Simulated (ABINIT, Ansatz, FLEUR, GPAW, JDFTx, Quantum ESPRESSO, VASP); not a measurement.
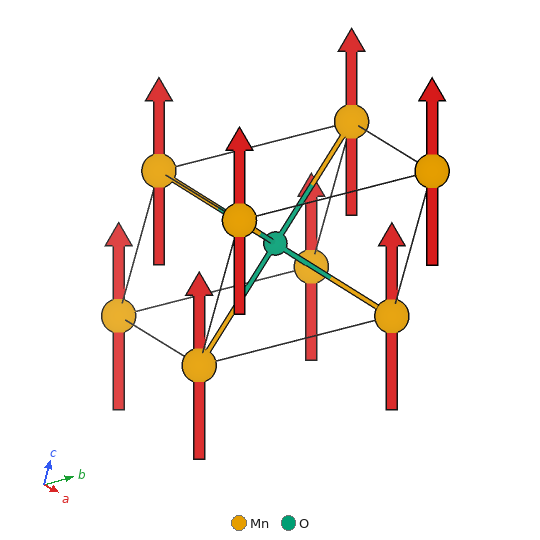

MnO, rock salt (NaCl type), space group Fm-3m (No. 225), a = 4.448 Å, b = 4.448 Å, c = 4.448 Å, α = 90.00°, β = 90.00°, γ = 90.00°. The run's cell of 2 atoms, with the site moments from Quantum ESPRESSO (SSSP 1.3 efficiency) as arrows (above 0.25 μB; red up, blue down). The cell is a structure listed in the Materials Project.

One fixed geometry in seven programs or potential sets. Alike in all runs: functional PBE; k mesh 10 × 10 × 10 on the run's cell of 2 atoms; occupations fermi-dirac, width 0.05 eV; collinear spin, ferromagnetic start; no spin-orbit coupling. All runs are metallic. A dash marks a pressure that wasn't computed or isn't reliable.

```tsv
program	pressure (GPa)	net moment (μB per cell of 2)
Quantum ESPRESSO (SSSP 1.3 efficiency)	-0.1	4.80
GPAW (PAW data 1.2.1)	1.4	4.77
JDFTx (PseudoDojo 0.5 standard)	0.5	4.83
FLEUR (all-electron)	-	4.79
Ansatz LAPW (all-electron)	0.1	4.79
VASP (PBE potentials, release 64 Mn_pv, O)	?	?
ABINIT (JTH PAW PBE v2.0)	0.0	4.79
```

Estimate the row of VASP (PBE potentials, release 64 Mn_pv, O).

Answer. A pressure of 0.2 GPa and a moment of 4.79 μB. The other rows span -0.1 to 1.4 GPa and 4.77 to 4.83 μB.

Plane-wave pressures hold the error of each finite cutoff. Each run keeps the magnetic state that it reached from a ferromagnetic start.

Caveat: semilocal functionals without U can turn such compounds, often antiferromagnetic insulators, into metals; a cell with one magnetic atom can't hold antiferromagnetic order, which such compounds often take.
